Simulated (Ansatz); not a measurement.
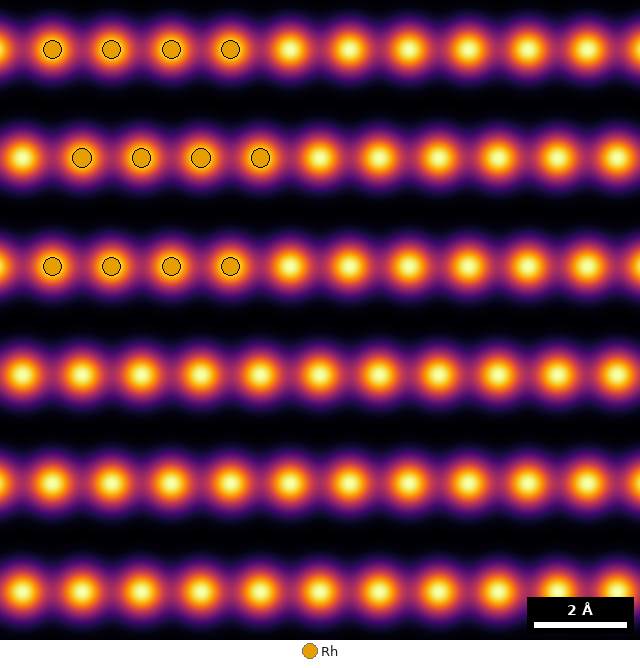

HAADF-like image of Rh (I4_1/amd, No. 141) along [201]. Simulated incoherent Z contrast: every atom adds Z^1.7 spread by a probe of 0.89 Å full width; channelling and multiple scattering are left out. The probe carries 15 % of its weight in a tail 2.5 times as wide. Atomic positions: the geometry relaxed with DFT r2SCAN, scalar-relativistic, plane waves, PAW (Ansatz); the starting structure was generated, so it need not be a known form of this composition.

Coloured dots in one corner mark the columns of the model.

Describe what the image shows.

The columns repeat on a centred rectangular net of 1.30 × 4.74 Å (plane group c2mm). All columns are alike (Rh). The shortest distance between visible columns is 1.30 Å in projection. Along the beam the structure repeats every 9.87 Å.
